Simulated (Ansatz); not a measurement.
Al (slab)

Input

```
crystal:
  lattice:
    - [2.8577415166, 0.0, 0.0]
    - [0.0, 4.0414568105, 0.0]
    - [0.0, 0.0, 19.2866122749]
  atoms:
    - { symbol: Al, position: [0.5, 0.5, 0.3888707821] }
    - { symbol: Al, position: [0.0, 0.0, 0.4629569274] }
    - { symbol: Al, position: [0.5, 0.5, 0.5370430726] }
    - { symbol: Al, position: [0.0, 0.0, 0.6111292179] }
basis:
  ecutwfc: 420
kpoints:
  mp_grid: { grid: [12, 9, 1] }
hamiltonian:
  xc: pbe
scf:
  occupations: { method: gaussian, width: 0.1 }
output:
  forces: true
  stress: true
  eigenvalues: true
  write_density: true
  write_potential: true
  elf: true
  volumetric_format: npy
efield:
  axis: 3
  dipole_correction: true
```

Command:

```sh
ansatz run input.yaml --threads 1 --pin off --max-ram 2560MiB --backend cpu --events-out ev --progress --plain --runs-dir out
```

Theory: Ansatz 0.2.0, DFT PBE, scalar-relativistic, plane waves, PAW.

Question: What can the converged valence pseudo-density and electron localisation function tell about the bonding?

Answer: Al–Al (2.86 Å): the density is about 0.21 e/Å³ at the midpoint; the ELF peaks at about 0.70 between the atoms.

Question: Does the calculation make it a metal, or give it a gap?

Answer: It is gapless in this calculation (a metal or semimetal).

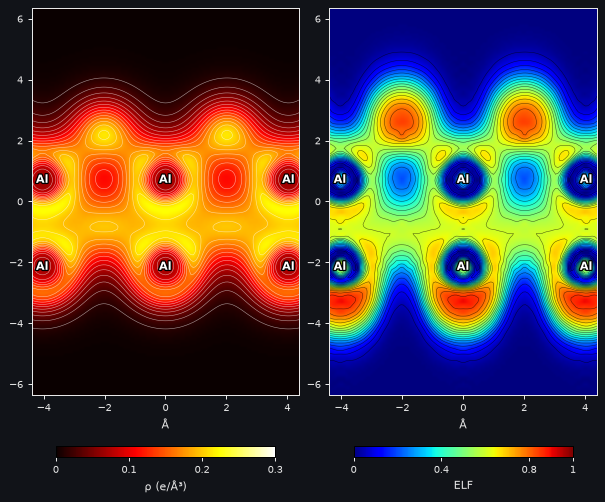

Computed valence pseudo-density and electron localisation function on the (100) plane of the calculation cell, a cut from vacuum to vacuum, in this order. 

In a PAW calculation such maps are meaningful between the atoms, not at the nuclei.
